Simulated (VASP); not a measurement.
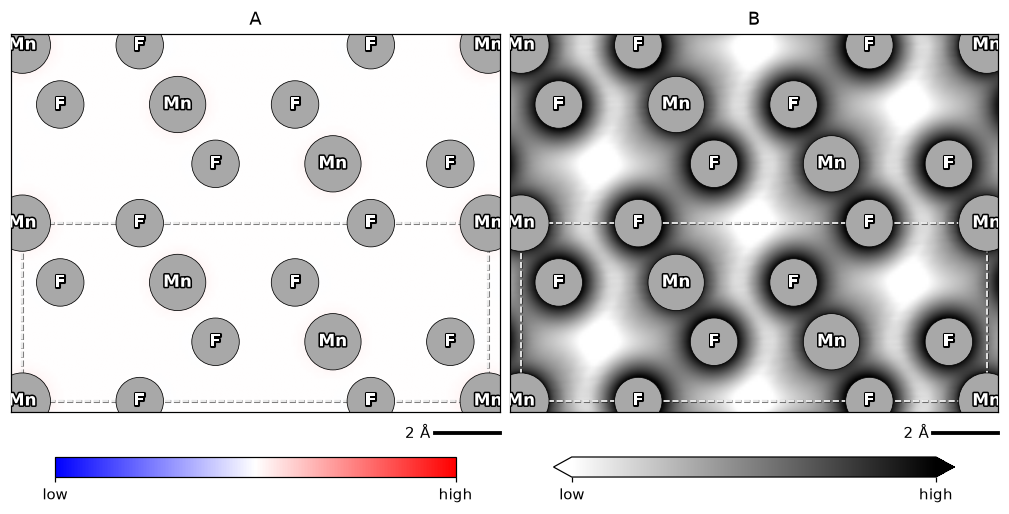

MnF₂: 2 fields on the (110) plane of the conventional cell, with unlabelled colour scales. Grey discs cover the atomic cores.

Space group R-3m; a generated structure, not necessarily the stable one; not relaxed (largest force 0.9 eV/Å); spin-polarised.

Theory: Kohn-Sham DFT of a periodic cell, PBE, VASP PAW PBE potentials, recommended (VASP).

```yaml
crystal:
  lattice:
    - [3.17363, 0.00000, 0.00000]
    - [-1.58681, 2.74844, 0.00000]
    - [0.00000, 0.00000, 14.39260]
  atoms:
    - { symbol: Mn, position: [0.00000, 0.00000, 0.00000] }
    - { symbol: Mn, position: [0.66667, 0.33333, 0.33333] }
    - { symbol: Mn, position: [0.33333, 0.66667, 0.66667] }
    - { symbol: F, position: [0.00000, 0.00000, 0.25200] }
    - { symbol: F, position: [0.66667, 0.33333, 0.58533] }
    - { symbol: F, position: [0.33333, 0.66667, 0.91867] }
    - { symbol: F, position: [0.66667, 0.33333, 0.08133] }
    - { symbol: F, position: [0.33333, 0.66667, 0.41467] }
    - { symbol: F, position: [0.00000, 0.00000, 0.74800] }
```

Q: The panels show spin density and valence pseudo-density in some order. Assign them.

A: Panel A: spin density (confined to the magnetic sites and close to zero elsewhere). Panel B: valence pseudo-density. From the grid: Mn–F (2.17 Å): ρ at the midpoint is about 0.35 e/Å³.
